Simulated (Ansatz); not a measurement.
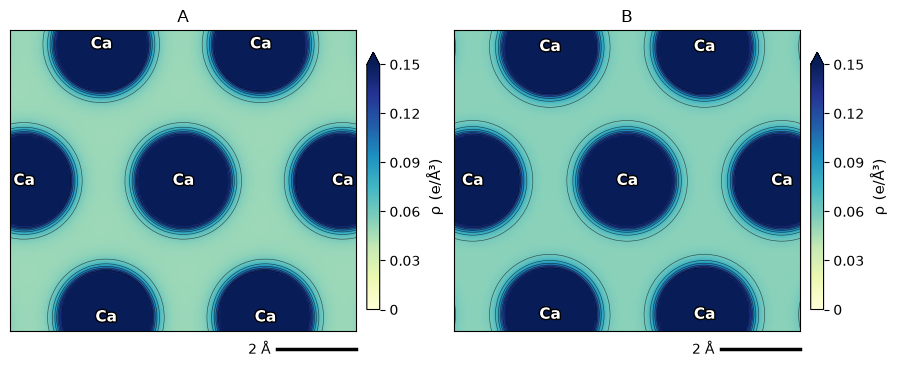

Ca. The valence electron density of two cells that differ in size and shape, on the (010) plane of each (indices in the axes of the calculation cell), at one length scale and on one colour scale; one has 41.7 and the other 44.9 Å³ an atom.

All numbers below come from Ansatz, DFT PBEsol, scalar-relativistic, plane waves, PAW.

In a PAW calculation such maps are meaningful between the atoms, not at the nuclei.

Which is the denser cell? Describe the effect of the change.

Panel B is the smaller cell, by 7 % in volume. From the larger cell to the smaller, Ca–Ca goes from 3.95 to 3.89 Å, and the density at its midpoint from 0.05 to 0.05 e/Å³; the pressure goes from −1.6 to −0.5 GPa.
